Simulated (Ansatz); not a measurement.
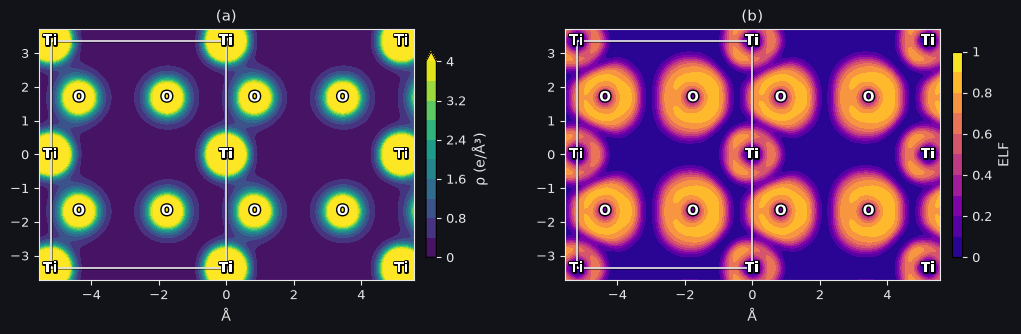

The picture shows: TiO₂. (a) valence charge density (pseudo); (b) ELF on the (11̄0) plane of the calculation cell.

Space group P4₂/nmc; a structure from a database of computed crystals, not necessarily the ambient phase; computed without spin polarisation.

Method: DFT r2SCAN, scalar-relativistic, plane waves, PAW in Ansatz.

The density is the valence pseudo-density of a PAW calculation; it isn't the true density close to the nuclei.

```cif
data_structure
_symmetry_space_group_name_H-M 'P 1'
_symmetry_Int_Tables_number 1
_cell_length_a 4.7618
_cell_length_b 4.7618
_cell_length_c 5.2053
_cell_angle_alpha 90.000
_cell_angle_beta 90.000
_cell_angle_gamma 90.000
_cell_volume 118.03
loop_
_atom_site_label
_atom_site_type_symbol
_atom_site_fract_x
_atom_site_fract_y
_atom_site_fract_z
_atom_site_occupancy
Ti1 Ti 0.00000 0.50000 0.50000 1
Ti2 Ti 0.50000 0.00000 0.50000 1
Ti3 Ti 0.00000 0.00000 0.00000 1
Ti4 Ti 0.50000 0.50000 0.00000 1
O1 O 0.75000 0.25000 0.66265 1
O2 O 0.25000 0.75000 0.66265 1
O3 O 0.75000 0.75000 0.83735 1
O4 O 0.25000 0.25000 0.83735 1
O5 O 0.25000 0.25000 0.33735 1
O6 O 0.75000 0.75000 0.33735 1
O7 O 0.25000 0.75000 0.16265 1
O8 O 0.75000 0.25000 0.16265 1
```

Q: What do the fields say about this system?

A:
- The section cuts through Ti and O sites.
- Ti–O (1.88 Å): the density is about 0.87 e/Å³ at the midpoint; the ELF peaks at about 0.80 in the valence shell of O, 0.6 Å from its nucleus, and is about 0.25 at the midpoint (no shared electron pair shows on this line).
- Between the atoms the lowest density in this plane is 0.03 e/Å³.
- The features right at Ti lie inside the PAW spheres, where the map follows smoothed inner orbitals and isn't to be read closely.

Q: Metal or insulator at this level of theory?

A: It is gapped, with a Kohn–Sham gap of 2.9 eV on the k-point mesh (the band edges may lie off the mesh, which would make the gap smaller).
